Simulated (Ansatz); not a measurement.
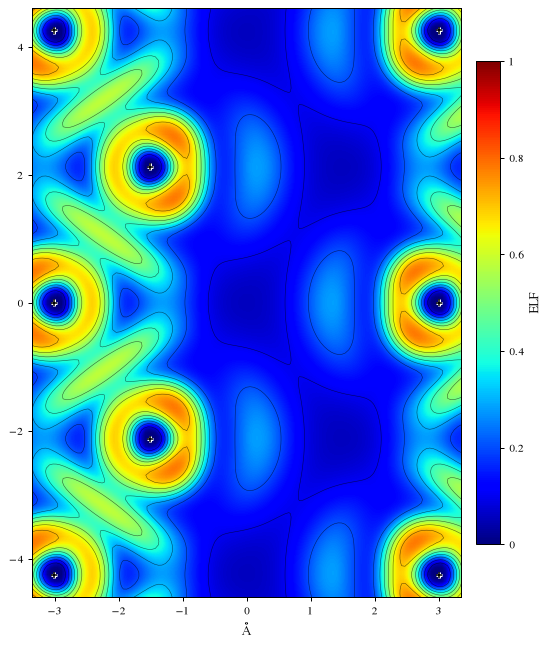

The electron localisation function on a plane through atoms (crosses mark nuclei in the plane).

Computed with DFT, r2SCAN, plane waves (500 eV) with PAW, scalar-relativistic in Ansatz.

Candidates:
A. Re, a = 2.76 Å, b = 2.76 Å, c = 4.46 Å, α = 90.01°, β = 89.98°, γ = 120.00°. Space group P6₃/mmc; set up as Re, beta-Sn type; a generated structure, not necessarily the stable one; computed without spin polarisation.
B. Be, a = 2.23 Å, b = 2.23 Å, c = 3.51 Å, α = 89.99°, β = 90.02°, γ = 119.99°. Space group P6₃/mmc; set up as Be, beta-Sn type; a generated structure, not necessarily the stable one; changed on purpose from its base cell (volume × 0.96); computed pressure about 5 GPa in this cell.
C. W, a = 6.01 Å, b = 6.01 Å, c = 6.01 Å, α = 90.00°, β = 90.00°, γ = 90.00°. Space group Fd-3m; set up as W, diamond; a generated structure, not necessarily the stable one; changed on purpose from its base cell (volume × 1.12); computed pressure about −11 GPa in this cell.

> Which candidate gave the map?

Candidate C: W on the (101) plane of the conventional cell, which holds W. W–W (2.60 Å): the ELF reaches about 0.60 near the midpoint.
